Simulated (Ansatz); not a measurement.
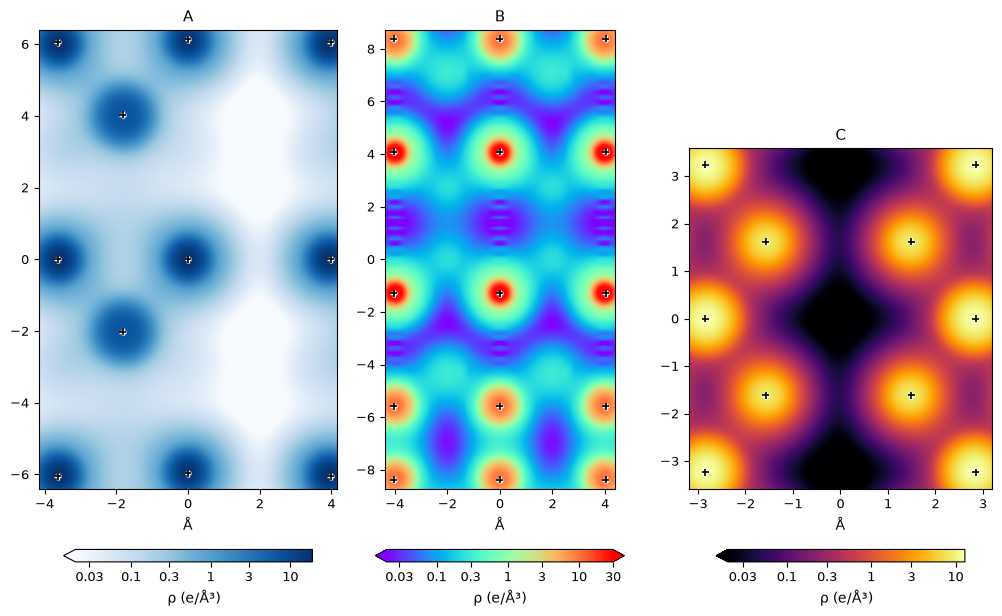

The valence charge density (pseudo) of 3 systems, each on a plane through atoms (crosses mark nuclei in the plane).

Computed with DFT PBE+D3(BJ), scalar-relativistic, plane waves, PAW in Ansatz.

System 1: SnO2, the (011) plane of the calculation cell. Space group Cm; a structure from a database of computed crystals, not necessarily the ambient phase; not relaxed (largest force 1.1 eV/Å); PAW files of the earlier set (soft_1).

```
Sn O
1.0
     3.23734    1.86908    4.29084
    -3.23734    1.86908    4.29084
     0.00000   -3.73816    4.29084
Sn O
4 8
Direct
  0.86719 0.86357 0.86357
  0.36718 0.36360 0.86358
  0.36718 0.86358 0.36360
  0.86719 0.36359 0.36359
  0.12460 0.61948 0.61948
  0.62454 0.11949 0.61947
  0.62454 0.61947 0.11949
  0.58722 0.61899 0.61899
  0.12458 0.11949 0.11949
  0.08717 0.11902 0.61899
  0.08717 0.61899 0.11902
  0.58721 0.11899 0.11899
```

System 2: InSe, the (010) plane of the conventional cell. Space group P6₃/mmc; PAW files of the earlier set (soft_1).

```xyz
8
Lattice="4.0318 0.0000 0.0000 -2.0159 3.4916 0.0000 0.0000 0.0000 16.7613" Properties=species:S:1:pos:R:3 pbc="T T T"
In    0.0000    2.3278    2.7933
In    2.0159    1.1639   11.1739
In    0.0000    2.3278    5.5874
In    2.0159    1.1639   13.9680
Se    0.0000    2.3278    9.8870
Se    2.0159    1.1639    1.5063
Se    0.0000    2.3278   15.2550
Se    2.0159    1.1639    6.8743
```

System 3: Te7Mo4 (cell charge +2, with a compensating background) (distorted or defective cell), the (110) plane of the calculation cell. Changed on purpose from its base cell (Te vacancy; atom 1 moved 0.000 of the way to it and +0.175 A across, host rigid); not relaxed (largest force 1.9 eV/Å); computed without spin polarisation; PAW files of the earlier set (soft_1).

```cif
data_structure
_symmetry_space_group_name_H-M 'P 1'
_symmetry_Int_Tables_number 1
_cell_length_a 6.9903
_cell_length_b 6.9903
_cell_length_c 7.6243
_cell_angle_alpha 90.000
_cell_angle_beta 90.000
_cell_angle_gamma 120.000
_cell_volume 322.64
loop_
_atom_site_label
_atom_site_type_symbol
_atom_site_fract_x
_atom_site_fract_y
_atom_site_fract_z
_atom_site_occupancy
Te1 Te 0.65221 0.30443 0.23858 1
Te2 Te 0.16667 0.83333 0.23858 1
Te3 Te 0.66667 0.83333 0.23858 1
Te4 Te 0.16667 0.33333 0.76142 1
Te5 Te 0.66667 0.33333 0.76142 1
Te6 Te 0.16667 0.83333 0.76142 1
Te7 Te 0.66667 0.83333 0.76142 1
Mo1 Mo 0.00000 0.50000 0.00000 1
Mo2 Mo 0.50000 0.50000 0.00000 1
Mo3 Mo 0.00000 0.00000 0.00000 1
Mo4 Mo 0.50000 0.00000 0.00000 1
```

> Match each panel to its system.

Panel A is system 3, Te7Mo4: the plane holds Te and Mo. Te–Mo (2.72 Å): ρ is about 0.45 e/Å³ halfway. Panel B is system 2, InSe: the plane holds In and Se. In–In (2.79 Å): ρ at the midpoint is about 0.34 e/Å³. Panel C is system 1, SnO2: the plane holds Sn and O. Sn–O (2.06 Å): ρ is about 0.65 e/Å³ halfway.
